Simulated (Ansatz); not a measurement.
```
CELL_PARAMETERS angstrom
5.48054 0.00000 0.00000
0.00000 5.48054 0.00000
0.00000 0.00000 5.48054
ATOMIC_POSITIONS crystal
Cd 0.00000 0.00000 0.00000
Cd 0.50000 0.50000 0.00000
Cd 0.50000 0.00000 0.50000
Cd 0.00000 0.50000 0.50000
F 0.25000 0.25000 0.25000
F 0.75000 0.75000 0.25000
F 0.75000 0.25000 0.75000
F 0.25000 0.75000 0.75000
F 0.75000 0.25000 0.25000
F 0.25000 0.75000 0.25000
F 0.25000 0.25000 0.75000
F 0.75000 0.75000 0.75000
```

Space group Fm-3m.

The calculation used DFT PBE, scalar-relativistic, plane waves, PAW (Ansatz 0.2.0).

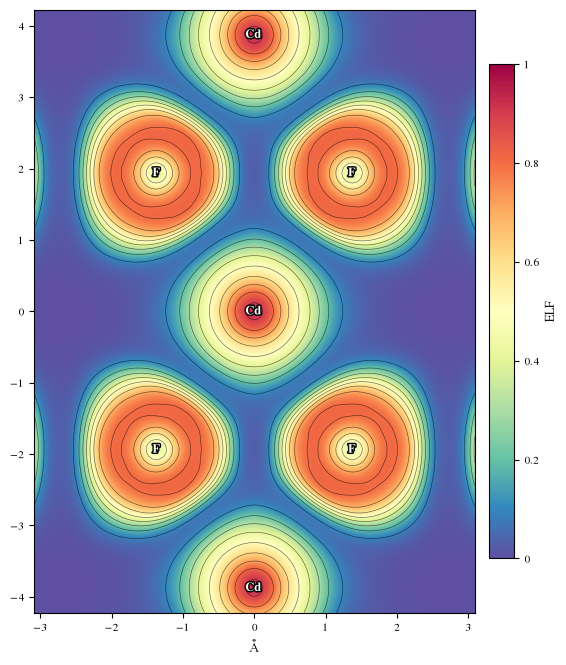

CdF2. ELF on the (011) plane of the conventional cell.

Core electrons are frozen (PAW), and the valence fields are smoothed inside the atomic spheres.

**What do the fields say about this system?**

- The plane passes through Cd and F nuclei.
- Cd–F (2.37 Å): the ELF is about 0.05 at the midpoint: no shared electron pair shows on this line.
- The features right at Cd lie inside the PAW spheres, where the map follows smoothed inner orbitals and isn't to be read closely.
